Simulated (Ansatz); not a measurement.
Input

```
crystal:
  periodic: [false, false, false]
  atoms:
    - { symbol: C, position_ang: [-1.160143, -0.19642, 0.113166] }
    - { symbol: C, position_ang: [0.144405, 0.560383, -0.04412] }
    - { symbol: C, position_ang: [1.345486, -0.351723, -0.091566] }
    - { symbol: O, position_ang: [1.297608, -1.574641, -0.013467] }
    - { symbol: H, position_ang: [-1.166042, -0.781851, 1.038575] }
    - { symbol: H, position_ang: [-2.003977, 0.499645, 0.143156] }
    - { symbol: H, position_ang: [-1.316421, -0.888343, -0.72108] }
    - { symbol: H, position_ang: [0.131126, 1.14376, -0.970295] }
    - { symbol: H, position_ang: [0.281934, 1.250553, 0.794364] }
    - { symbol: H, position_ang: [2.315369, 0.162594, -0.205578] }
basis:
  gaussian: { orbitals: def2-TZVP }
hamiltonian:
  xc: hf
correlation:
  method: mp2
relax:
  f_tol: 0.003
output:
  orbitals: {}
```

Run with:

```sh
ansatz run input.yaml --threads 4 --pin off --max-ram 8192MiB --backend cpu --events-out ev --progress --plain --runs-dir out
```

The fields are those of the relaxed geometry.

The fields and orbitals are those of the mean-field reference, not of the correlated method.

Level of theory: Ansatz 0.2.0, MP2 on Hartree-Fock, Gaussian basis def2-TZVP.

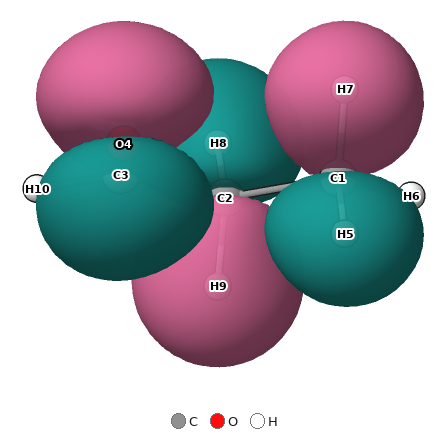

C3H6O (SMILES CCC=O). The HOMO−1 at ±0.08 Å⁻³ᐟ² (teal and pink are the two phases), seen from one side.

> Describe this orbital and give its energy.

Its weight (Hirshfeld) is mainly on O4 (about 30 %), C2 (about 15 %), C3 (about 10 %), C1 (about 10 %), H8 (about 10 %) and H9 (about 10 %). Its energy is −13.36 eV.
